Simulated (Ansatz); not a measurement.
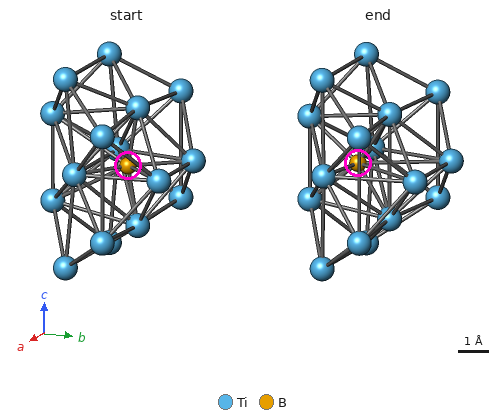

The two relaxed end points of a path for a defect cell of composition Ti$_{16}$B (17 atoms in the cell). The picture is a ball-and-stick view of the atoms within 4.0 Å of the middle of the path, seen slightly off an axis. The moving atom is ringed, with any periodic copies. Bonds to atoms that aren't drawn are left out.

All numbers below come from DFT PBE, scalar-relativistic, plane waves, PAW (Ansatz).

Input file:
```yaml
crystal:
  lattice:
    - [6.511011052, 0.0, 0.0]
    - [0.0, 6.511011052, 0.0]
    - [0.0, 0.0, 6.511011052]
  atoms:
    - { symbol: Ti, position: [-0.0265358063, 0.0090459754, 0.0008933066] }
    - { symbol: Ti, position: [0.526457716, 0.0088324163, -0.0005725527] }
    - { symbol: Ti, position: [0.0301032191, 0.4561661176, 0.0002434798] }
    - { symbol: Ti, position: [-0.0296971549, -0.0406250196, 0.4993748178] }
    - { symbol: Ti, position: [0.2500019673, 0.2411675837, 0.3117746123] }
    - { symbol: Ti, position: [0.4698331653, 0.4563873878, -0.0003792118] }
    - { symbol: Ti, position: [0.5294820998, -0.0407711211, 0.500505259] }
    - { symbol: Ti, position: [0.7494116031, 0.2629979607, 0.2822891444] }
    - { symbol: Ti, position: [-0.0063672275, 0.5390902586, 0.4997565202] }
    - { symbol: Ti, position: [0.2503073555, 0.7649359688, 0.2309024799] }
    - { symbol: Ti, position: [0.2499980327, 0.2411257761, 0.6875722329] }
    - { symbol: Ti, position: [0.5062303425, 0.5391981562, 0.5007138944] }
    - { symbol: Ti, position: [0.7491424546, 0.7163854052, 0.211559669] }
    - { symbol: Ti, position: [0.7501634084, 0.2630176435, 0.7180087974] }
    - { symbol: Ti, position: [0.2494023127, 0.7653991101, 0.7692602312] }
    - { symbol: Ti, position: [0.7510736265, 0.7168557387, 0.7886668623] }
    - { symbol: B, position: [0.2500684298, 0.186701102, -0.0003431239] }
basis:
  ecutwfc: 420
  xc_grid: 2
kpoints:
  mp_grid: { grid: [4, 4, 4], shift: [0.5, 0.5, 0.5] }
hamiltonian:
  xc: pbe
scf:
  occupations: { method: gaussian, width: 0.1 }
output:
  forces: true
neb:
  images: 5
  f_tol: 0.05
  max_iterations: 70
  order_check: false
  final_atoms:
    - { symbol: Ti, position: [-0.0624277671, 0.0088742239, -1.9673e-06] }
    - { symbol: Ti, position: [0.5617746123, 0.0088324163, 1.9673e-06] }
    - { symbol: Ti, position: [0.0192602312, 0.4846008899, -0.0005976873] }
    - { symbol: Ti, position: [-0.0319912026, -0.0130176435, 0.5001634084] }
    - { symbol: Ti, position: [0.2494274473, 0.2411675837, 0.276457716] }
    - { symbol: Ti, position: [0.4809024799, 0.4850640312, 0.0003073555] }
    - { symbol: Ti, position: [0.5322891444, -0.0129979607, 0.4994116031] }
    - { symbol: Ti, position: [0.750505259, 0.2907711211, 0.2794820998] }
    - { symbol: Ti, position: [0.0386668623, 0.5331442613, 0.5010736265] }
    - { symbol: Ti, position: [0.2496207882, 0.7936126122, 0.2198331653] }
    - { symbol: Ti, position: [0.2508933066, 0.2409540246, 0.7234641937] }
    - { symbol: Ti, position: [0.461559669, 0.5336145948, 0.4991424546] }
    - { symbol: Ti, position: [0.7507138944, 0.7108018438, 0.2562303425] }
    - { symbol: Ti, position: [0.7493748178, 0.2906250196, 0.7203028451] }
    - { symbol: Ti, position: [0.2502434798, 0.7938338824, 0.7801032191] }
    - { symbol: Ti, position: [0.7497565202, 0.7109097414, 0.7436327725] }
    - { symbol: B, position: [0.2496568761, 0.063298898, 6.84298e-05] }
```

Run as
```bash
ansatz run input.yaml --threads 4 --pin off --max-ram 8192MiB --backend cpu --events-out ev --progress --plain --runs-dir out
```

### What barrier does the band find between them, and by what path?

The barrier is about 0.094 eV in both directions, with image 3 at the top; the ends have the same energy. The B atom travels furthest, 0.80 Å from end to end, along −b, on a straight line. At the highest image its nearest neighbour (Ti) is 2.09 Å away, against 2.06 Å at the start, and the surrounding atoms stand up to 0.07 Å off the mean of their end positions. The band converged in 3 iterations. The largest component of the band force went from 0.36 to 0.049 eV/Å. The climbing image converged on the top of the path. Its curvatures weren't checked.

Energies of the converged images:

```tsv
image	path (Å)	E (eV)
0	0.00	0.000
1	0.22	0.016
2	0.44	0.065
3	0.66	0.094
4	0.88	0.065
5	1.09	0.016
6	1.31	0.000
```

The geometry at the top of the path:

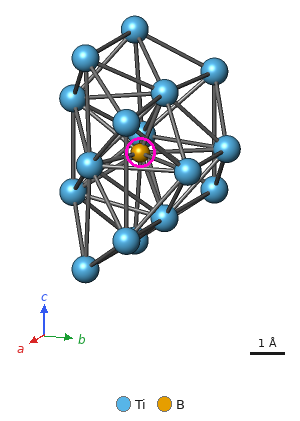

Limits of the set-up: the periodic images lie only 6.5 Å apart, so the values are limited by the cell's size.

Cost: 7.7 min on 4 threads of Intel(R) Xeon(R) Platinum 8488C (Sapphire Rapids) (shared host), peak memory 4.2 GiB.
